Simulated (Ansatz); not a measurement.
System: Ti2O.

Input file:

```
crystal:
  lattice:
    - [4.5953837839, 0.0, -0.0013349236]
    - [0.0, 2.9198937271, 0.0]
    - [-0.2839384133, 0.0, 7.4765405728]
  atoms:
    - { symbol: Ti, position: [0.7367667534, 0.5, 0.0857682504] }
    - { symbol: Ti, position: [0.2534286536, 0.5, 0.5725867448] }
    - { symbol: Ti, position: [0.2632332466, 0.5, 0.9142317496] }
    - { symbol: Ti, position: [0.7465713464, 0.5, 0.4274132552] }
    - { symbol: Ti, position: [0.7483234354, 0.0, 0.757920182] }
    - { symbol: Ti, position: [0.2516765646, 0.0, 0.242079818] }
    - { symbol: O, position: [0.7075882446, 0.0, 0.2585277294] }
    - { symbol: O, position: [0.2924117554, 0.0, 0.7414722706] }
    - { symbol: O, position: [0.0, 0.0, 0.0] }
basis:
  ecutwfc: 420
kpoints:
  mp_grid: { grid: [10, 14, 6] }
hamiltonian:
  xc: pbesol
scf:
  occupations: { method: gaussian, width: 0.15 }
output:
  forces: true
  stress: true
  eigenvalues: true
  write_density: true
  write_potential: true
  elf: true
  volumetric_format: npy
```

Command:

```sh
ansatz run input.yaml --threads 2 --pin off --max-ram 5120MiB --backend cpu --events-out ev --progress --plain --runs-dir out
```

Below, planes, directions and counts refer to the conventional cell (a = 4.60 Å, b = 2.92 Å, c = 7.48 Å, α = 90.00°, β = 92.19°, γ = 90.00°).

Space group P2/m; a structure from a database of computed crystals, not necessarily the ambient phase; changed on purpose from its base cell (strain +0.000 along x and y, -0.080 along z, atoms carried along); not relaxed (largest force 0.9 eV/Å); computed pressure about 21 GPa in this cell; computed without spin polarisation.

Level of theory: DFT PBEsol, scalar-relativistic, plane waves, PAW (Ansatz).

### Predict the valence pseudo-density and electron localisation function between the atoms.

Ti–Ti (2.55 Å): ρ at the midpoint is about 0.28 e/Å³; the ELF is about 0.15 at the midpoint: no localised pair shows between them.

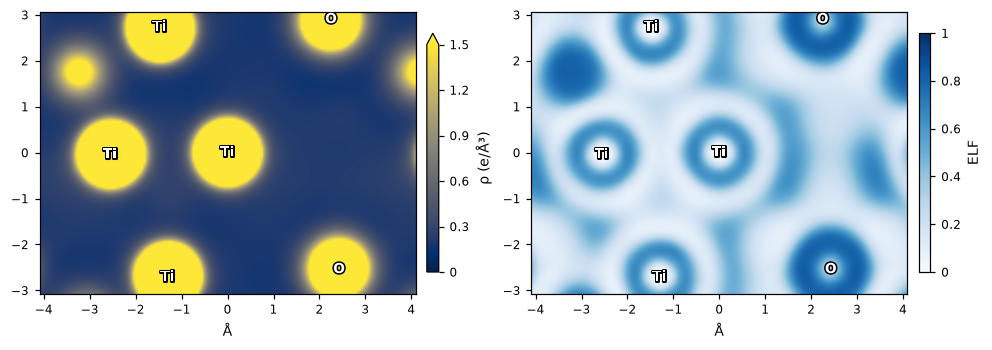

Computed valence pseudo-density and electron localisation function on the (110) plane of the conventional cell, in this order. Atoms just off the plane (O, 0.6 Å away) can leave unmarked features too.

The density is the valence pseudo-density of a PAW calculation; it isn't the true density close to the nuclei.
